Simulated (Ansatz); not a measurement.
**Al: density, localisation and related maps**

```xyz
4
Lattice="0.0000 0.0000 -3.1824 -3.1665 -3.1665 0.0000 -3.1983 3.1983 0.0000" Properties=species:S:1:pos:R:3 pbc="T T T"
Al   -1.5833   -1.5833   -1.5912
Al   -3.1824    0.0159    0.0000
Al   -1.5992    1.5992   -1.5912
Al    0.0000    0.0000    0.0000
```

Space group Fmmm; a structure from a database of computed crystals, not necessarily the ambient phase; computed pressure about 3 GPa in this cell.

The calculation used Kohn-Sham DFT of a periodic cell, PBEsol, Ansatz PAW (Ansatz 0.2.0).

The density is the valence pseudo-density of a PAW calculation; it isn't the true density close to the nuclei.

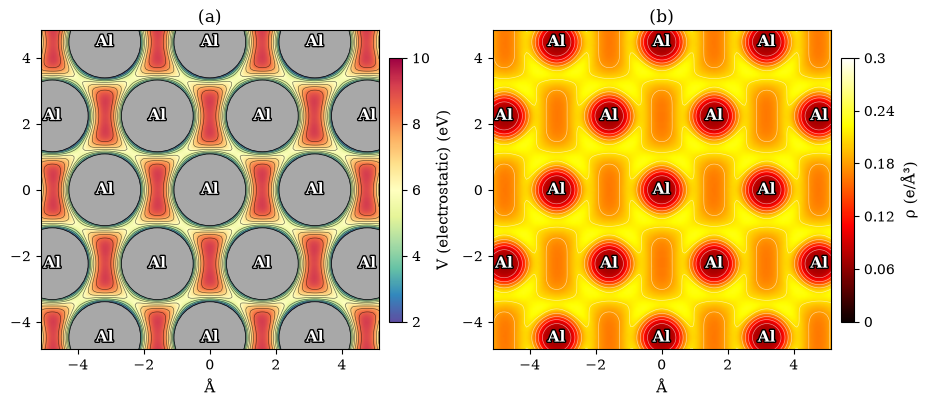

Figure 1. (a) electrostatic potential (local pseudopotential plus Hartree) felt by an electron; (b) valence charge density (pseudo) on the (001) plane of the conventional cell. Grey discs cover the atomic cores in the potential map.

### Describe what can be read from this map.

The section cuts through Al sites. Al–Al (2.75 Å): ρ at the midpoint is about 0.22 e/Å³. Between the atoms the lowest density in this plane is 0.16 e/Å³. Outside the cores the potential energy rises away from the atoms and is highest about 1.7 Å from the nearest atoms; its zero is arbitrary.

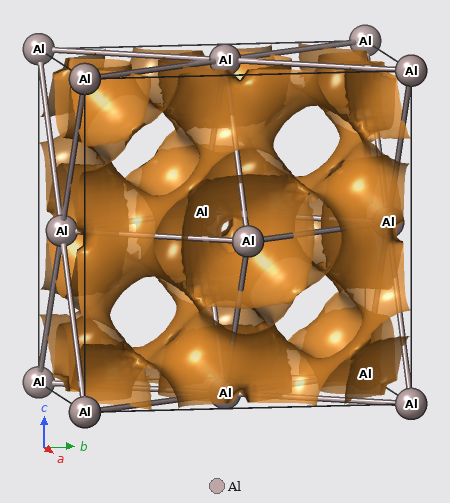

Figure 2. Isosurface of the electron localisation function at 0.55 (orange), seen slightly off an axis. Only the valence region is drawn (cores and ρ < 0.01 e/Å³ removed). Sticks mark near contacts.

### What do the ELF domains correspond to?

The surface consists of one network that runs through the whole crystal, counted in one cell of 4 atoms. Any copies at cell faces, edges or corners count once. There are no localised bonds or lone pairs at this value.


Al–Al (2.75 Å): the ELF peaks at about 0.65 between the atoms.

### Does the calculation give a band gap?

It is metallic or semimetallic at this level of theory: no gap opens.
